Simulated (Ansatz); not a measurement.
**MoTe₂: a changed input and its effect**

System: MoTe₂ (slab, 3 atoms in the cell).
Method of run 1: DFT, PBE, dispersion d3bj, plane waves, PAW, PAW set soft_1, no spin polarisation (Ansatz 0.2.0).

The structure derives from an entry of the Crystallography Open Database. Text and figures count atoms from 1; the logs count them from 0 in places.

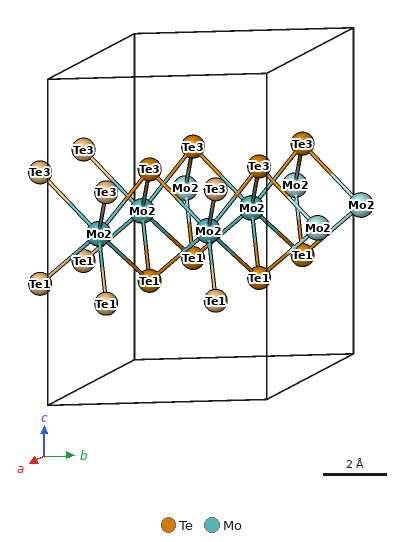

**Figure 1.** The structure (ball-and-stick view of the 2 × 2 repeat of the cell, with the vacuum cut short, seen slightly off an axis; neighbours outside the cell are drawn fainter; atoms are numbered from 1 in the order of the input). An atom can appear more than once, as a periodic image.

Input file, run 1:
```yaml
crystal:
  lattice:
    - [3.5038816881, 0.0, 0.0]
    - [-1.751940844, 3.0344505538, 0.0]
    - [0.0, 0.0, 24.7677198395]
  atoms:
    - { symbol: Te, position: [0.3333333333, 0.6666666667, 0.1816881017] }
    - { symbol: Mo, position: [0.6666666667, 0.3333333333, 0.2550468917] }
    - { symbol: Te, position: [0.3333333333, 0.6666666667, 0.3284056818] }
kpoints:
  mp_grid: { grid: [9, 9, 1] }
hamiltonian:
  xc: pbe
  pseudopotentials: { kind: paw, azcp: { folder: soft_1 } }
  dispersion: d3bj
scf:
  occupations: { method: gaussian, width: 0.05 }
  initial_density: { chi_scale: 0.3 }
output:
  forces: true
  eigenvalues: true
efield:
  axis: 3
  dipole_correction: true
  ramp_width: 0.04
```

Launched with:
```bash
ansatz run input.yaml --threads 2 --pin off --max-ram 6144MiB --backend cpu --events-out ev --progress --plain --runs-dir out
```

Hardware: 2 threads of Arm Neoverse V2, 24 GiB of memory available, shared host.

Output, shortened to warnings, some set-up lines, iterations and results (run 1):
```
Basis set: ecut = 420 eV, 5141 PW (Γ), exchange–correlation on 48×48×360 points (8 copies of the dense FFT grid, shifted against one another)
Symmetry: 6 space group operations
k-points: 12 of 81 (time reversal used)
Initial density: superposition of atomic densities (chi_scale 0.3, normalization cell, long waves kept (reshape's long-wave potential 0.15 eV rms))
[...]
SCF iter   1: F=—  HF=-18919.258885 eV  |F-HF|=—  |Δ(HF+E_count)|=         —  Δρ=3.58e-2  dr2=5.85e0  ethr=3.10e-3  p=0.000 e·Å  D=1.32e-4 V/Å  ΔV_dip=-0.00 eV  …
SCF iter   2: F=—  HF=-18922.703407 eV  |F-HF|=—  |Δ(HF+E_count)|=    3.44e0  Δρ=7.39e-2  dr2=5.07e1  ethr=3.10e-3  p=-0.000 e·Å  D=-3.29e-4 V/Å  ΔV_dip=0.01 eV  …
SCF iter   3: F=—  HF=-18918.430552 eV  |F-HF|=—  |Δ(HF+E_count)|=    4.27e0  Δρ=1.92e-2  dr2=1.47e0  ethr=3.10e-3  p=-0.000 e·Å  D=-4.64e-5 V/Å  ΔV_dip=0.00 eV  …
SCF iter   4: F=—  HF=-18918.156487 eV  |F-HF|=—  |Δ(HF+E_count)|=   2.74e-1  Δρ=3.78e-3  dr2=9.21e-2  ethr=3.10e-3  p=0.000 e·Å  D=2.40e-4 V/Å  ΔV_dip=-0.01 eV  …
SCF iter   5: F=—  HF=-18918.143829 eV  |F-HF|=—  |Δ(HF+E_count)|=   1.27e-2  Δρ=1.32e-3  dr2=8.55e-3  ethr=2.00e-4  p=0.000 e·Å  D=3.07e-4 V/Å  ΔV_dip=-0.01 eV  …
SCF iter   6: F=—  HF=-18918.143376 eV  |F-HF|=—  |Δ(HF+E_count)|=   4.53e-4  Δρ=4.15e-4  dr2=6.58e-3  ethr=1.86e-5  p=-0.005 e·Å  D=-3.45e-3 V/Å  ΔV_dip=0.09 eV  …
SCF iter   7: F=—  HF=-18918.142879 eV  |F-HF|=—  |Δ(HF+E_count)|=   4.96e-4  Δρ=2.71e-4  dr2=1.42e-3  ethr=1.43e-5  p=0.003 e·Å  D=1.73e-3 V/Å  ΔV_dip=-0.04 eV  …
SCF iter   8: F=—  HF=-18918.142787 eV  |F-HF|=—  |Δ(HF+E_count)|=   9.18e-5  Δρ=9.97e-5  dr2=1.40e-4  ethr=3.09e-6  p=0.001 e·Å  D=4.78e-4 V/Å  ΔV_dip=-0.01 eV  …
SCF iter   9: F=—  HF=-18918.142777 eV  |F-HF|=—  |Δ(HF+E_count)|=   1.02e-5  Δρ=2.18e-5  dr2=9.12e-6  ethr=3.04e-7  p=0.000 e·Å  D=1.65e-4 V/Å  ΔV_dip=-0.00 eV  …
SCF iter  10: F=—  HF=-18918.142799 eV  |F-HF|=—  |Δ(HF+E_count)|=   2.15e-5  Δρ=5.37e-6  dr2=1.32e-7  ethr=1.98e-8  p=0.000 e·Å  D=1.98e-5 V/Å  ΔV_dip=-0.00 eV  …
SCF iter  11: F=-18918.142799 eV  HF=-18918.142799 eV  |F-HF|=1.20e-8  |Δ(HF+E_count)|=   4.66e-8  Δρ=1.19e-6  dr2=9.41e-9  ethr=2.17e-10  p=-0.000 e·Å  D=-4.42e-6 V/Å  …
SCF 1 converged in 11 iterations: F = -18918.142799 eV  dr2 = 9.41e-9
SCF converged after 11 iterations
Free energy (F): -18918.142799 eV
Harris-Foulkes:  -18918.142799 eV  (|F-HF|=1.20e-8)
Internal energy: -18918.142799 eV  (E = F + TS)
E sigma→0 (E₀):  -18918.142799 eV
Fermi energy:    0.646862 eV
Dipole field:    D = 0.000047 V/Å  (p = 0.000069 e·Å, saw-weighted, corrected)
Work function:   Φ+ = 4.2295 eV   Φ− = 4.2306 eV
Levels:          The Fermi level and band energies are counted from a zero that moves with the ramp; work functions are not
--- Per-component energies (eV) ---
  E_band       = -1135.391086
  E_kinetic    = 767.817887
  E_local      = -48660.597911  (includes V_loc(G=0)·N_el)
  E_nonlocal   = 282.606362
  E_hartree    = 23926.422699
  E_xc         = -420.928453
  E_vxc        = -423.344387  (∫ρ·V_xc dr)
  E_paw        = -12556.337254  (= ΣΔE_a)
  E_vpaw       = -954.721637  (= ΣTr[D̂ρ^β])
  E_aug_tail   = 0.000233  (compensation charges beyond the density's cutoff)
  E_efield     = 0.000000  (sawtooth field / dipole correction)
  E_vefield    = 0.000000  (∫n·V_field dr)
  E_ewald      = 17744.076299
  E_disp       = -1.202662  (pairwise vdW)
  E_smearing   = -0.000000  (= −TS)
  E_closure    = -0.000000  (closes the sum)
  Σ components = -18918.142799   (vs F -18918.142799, Δ=0.00e0)
--- Forces (eV/Å), atoms counted from 1 ---
  atom   1  Te     0.00000000    -0.00000000    -0.00026193
  atom   2  Mo    -0.00000000     0.00000000    -0.00001900
  atom   3  Te    -0.00000000    -0.00000000     0.00027397
  max |Σ_I F_I| component: 6.97e-6 eV/Å
```

For run 2 the input was changed thus:
```diff
+basis:
+  ecutwfc: 420
-  initial_density: { chi_scale: 0.3 }
```

How does run 2 compare with run 1?

The energy doesn't change within 0.01 meV per atom. The SCF takes 10 iterations against 11. The two runs start from different initial densities, which also moves the count.

Output, shortened to warnings, some set-up lines, iterations and results (run 2):
```
Basis set: ecut = 420 eV, 5141 PW (Γ), exchange–correlation on 48×48×360 points (8 copies of the dense FFT grid, shifted against one another)
Symmetry: 6 space group operations
k-points: 12 of 81 (time reversal used)
Initial density: superposition of atomic densities (neutral atoms: chi_scale 0, normalization atom)
[...]
SCF iter   1: F=—  HF=-18918.787464 eV  |F-HF|=—  |Δ(HF+E_count)|=         —  Δρ=2.60e-2  dr2=2.43e0  ethr=3.10e-3  p=-0.000 e·Å  D=-1.30e-8 V/Å  ΔV_dip=0.00 eV  …
SCF iter   2: F=—  HF=-18918.653028 eV  |F-HF|=—  |Δ(HF+E_count)|=   1.34e-1  Δρ=2.42e-2  dr2=4.33e0  ethr=3.10e-3  p=-0.000 e·Å  D=-1.32e-4 V/Å  ΔV_dip=0.00 eV  …
SCF iter   3: F=—  HF=-18918.495597 eV  |F-HF|=—  |Δ(HF+E_count)|=   1.57e-1  Δρ=1.82e-2  dr2=3.07e0  ethr=3.10e-3  p=0.000 e·Å  D=2.14e-4 V/Å  ΔV_dip=-0.01 eV  …
SCF iter   4: F=—  HF=-18918.200989 eV  |F-HF|=—  |Δ(HF+E_count)|=   2.95e-1  Δρ=8.99e-3  dr2=5.46e-1  ethr=3.10e-3  p=-0.000 e·Å  D=-7.42e-5 V/Å  ΔV_dip=0.00 eV  …
SCF iter   5: F=—  HF=-18918.143527 eV  |F-HF|=—  |Δ(HF+E_count)|=   5.75e-2  Δρ=1.38e-3  dr2=1.01e-2  ethr=1.19e-3  p=0.003 e·Å  D=2.06e-3 V/Å  ΔV_dip=-0.05 eV  …
SCF iter   6: F=—  HF=-18918.148964 eV  |F-HF|=—  |Δ(HF+E_count)|=   5.44e-3  Δρ=1.21e-3  dr2=6.50e-2  ethr=2.19e-5  p=-0.017 e·Å  D=-1.19e-2 V/Å  ΔV_dip=0.30 eV  …
SCF iter   7: F=—  HF=-18918.142834 eV  |F-HF|=—  |Δ(HF+E_count)|=   6.13e-3  Δρ=2.14e-4  dr2=6.59e-4  ethr=2.19e-5  p=-0.002 e·Å  D=-1.20e-3 V/Å  ΔV_dip=0.03 eV  …
SCF iter   8: F=—  HF=-18918.142777 eV  |F-HF|=—  |Δ(HF+E_count)|=   5.74e-5  Δρ=6.19e-5  dr2=2.90e-5  ethr=1.43e-6  p=-0.000 e·Å  D=-1.27e-4 V/Å  ΔV_dip=0.00 eV  …
SCF iter   9: F=—  HF=-18918.142799 eV  |F-HF|=—  |Δ(HF+E_count)|=   2.22e-5  Δρ=1.31e-5  dr2=1.01e-6  ethr=6.30e-8  p=-0.000 e·Å  D=-6.95e-5 V/Å  ΔV_dip=0.00 eV  …
SCF iter  10: F=-18918.142799 eV  HF=-18918.142799 eV  |F-HF|=6.62e-8  |Δ(HF+E_count)|=   1.19e-7  Δρ=4.36e-6  dr2=8.58e-8  ethr=2.17e-10  p=0.000 e·Å  D=1.76e-5 V/Å  …
SCF 1 converged in 10 iterations: F = -18918.142799 eV  dr2 = 8.58e-8
SCF converged after 10 iterations
Free energy (F): -18918.142799 eV
Harris-Foulkes:  -18918.142799 eV  (|F-HF|=6.62e-8)
Internal energy: -18918.142799 eV  (E = F + TS)
E sigma→0 (E₀):  -18918.142799 eV
Fermi energy:    0.646799 eV
Dipole field:    D = -0.000036 V/Å  (p = -0.000053 e·Å, saw-weighted, corrected)
Work function:   Φ+ = 4.2305 eV   Φ− = 4.2296 eV
Levels:          The Fermi level and band energies are counted from a zero that moves with the ramp; work functions are not
--- Per-component energies (eV) ---
  E_band       = -1135.391486
  E_kinetic    = 767.818565
  E_local      = -48660.604207  (includes V_loc(G=0)·N_el)
  E_nonlocal   = 282.606285
  E_hartree    = 23926.428404
  E_xc         = -420.928533
  E_vxc        = -423.344499  (∫ρ·V_xc dr)
  E_paw        = -12556.337182  (= ΣΔE_a)
  E_vpaw       = -954.720947  (= ΣTr[D̂ρ^β])
  E_aug_tail   = 0.000233  (compensation charges beyond the density's cutoff)
  E_efield     = 0.000000  (sawtooth field / dipole correction)
  E_vefield    = 0.000000  (∫n·V_field dr)
  E_ewald      = 17744.076299
  E_disp       = -1.202662  (pairwise vdW)
  E_smearing   = -0.000000  (= −TS)
  E_closure    = -0.000000  (closes the sum)
  Σ components = -18918.142799   (vs F -18918.142799, Δ=0.00e0)
--- Forces (eV/Å), atoms counted from 1 ---
  atom   1  Te     0.00000000    -0.00000000    -0.00022788
  atom   2  Mo     0.00000000     0.00000000    -0.00002010
  atom   3  Te     0.00000000    -0.00000000     0.00027378
  max |Σ_I F_I| component: 2.58e-5 eV/Å
```

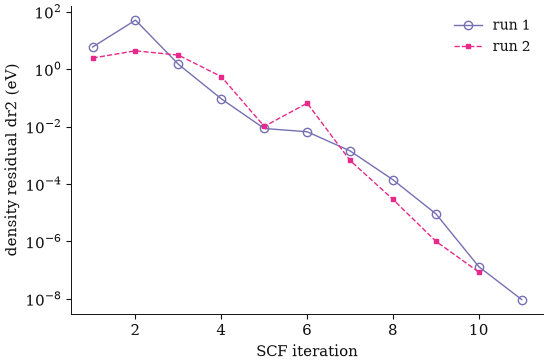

**Figure 2.** Convergence of the two runs: density residual dr2 against the SCF iteration. Run 1 takes 11 iterations in all, and run 2 takes 10.

The two runs side by side:

| quantity | run 1 | run 2 |
| --- | --- | --- |
| outcome | converged | converged |
| free energy per atom (eV) | −6306.0476 | −6306.0476 |
| gap on the mesh (eV) | 1.19 | 1.19 |
| largest force (eV/Å) | 0.000 | 0.000 |
| SCF iterations | 11 | 10 |
| irreducible k-points | 12 | 12 |
| plane waves at Γ | 5141 | 5141 |
| work function (eV) | – | 4.23 |
| wall time (shared host) | 5.8 s | 5.7 s |
